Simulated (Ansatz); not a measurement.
System: CuO (space group C2/c).

Computed with Ansatz 0.2.0: plane-wave DFT, no spin polarisation; energies at scaled volumes of the given cell, shape and fractions fixed, counted from the fit's minimum, third-order Birch-Murnaghan fit. All runs: no spin polarisation.

```tsv
setting	value
k mesh	10×10×5
occupations	Fermi–Dirac
smearing width	0.05 eV
```

Settings that differ: PBE: density cutoff 4140 eV, wave cutoff 1030 eV, potentials SPMS NC; revPBE + D3(BJ): density cutoff 1680 eV, wave cutoff 420 eV, potentials Ansatz PAW.

What does the calculation give for the energy against volume, with one curve for each functional? The cases: PBE; revPBE + D3(BJ).

The fitted equilibrium volumes, smallest first, are revPBE + D3(BJ) 10.188, PBE 10.491 Å³/atom. The fitted bulk moduli, smallest first, are PBE 163.1, revPBE + D3(BJ) 169.8 GPa.

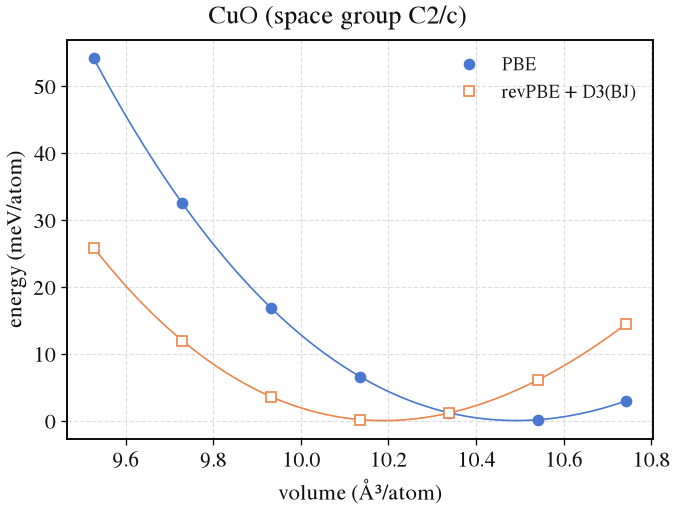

Keep in mind: the functional was run on potentials made for another functional (revPBE + D3(BJ)); shape and atomic fractions are frozen while scaling, which makes layered, chain and framework solids too stiff.
